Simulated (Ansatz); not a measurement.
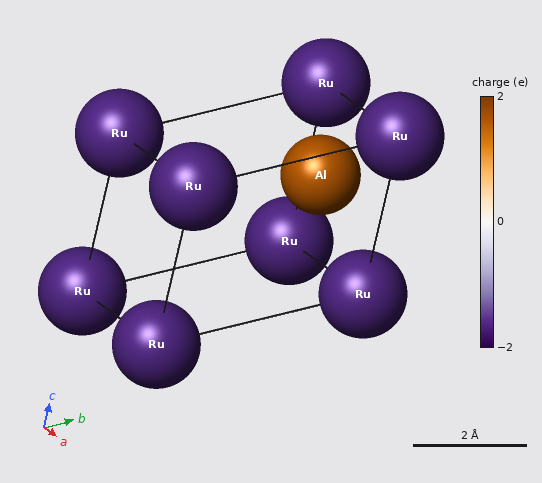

Drawn in the spheres-only manner and seen slightly off an axis. The edges of the simulation cell are marked. The atoms of this AlRu cell are coloured by their Bader charge.

Results below were computed with Ansatz 0.2.0, DFT PBE, scalar-relativistic, plane waves, PAW; the settings were wavefunction cutoff 420 eV, Brillouin-zone sampling on an 18×18×18 mesh, Gaussian smearing of 0.1 eV, collinear spins. The state is ferromagnetic.

**What charges do the elements carry?**

Most positive: Al; most negative: Ru. Charges: about Al +1.6 e; Ru -1.6 e.

Source of the structure: a structure type filled with these elements by a generator (whether the compound takes this form wasn't checked). Earlier steps of the study, as a rule a relaxation of our own, may have changed the cell and positions, so they can lie some per cent off the listed ones. It was the input of a calculation with Ansatz.
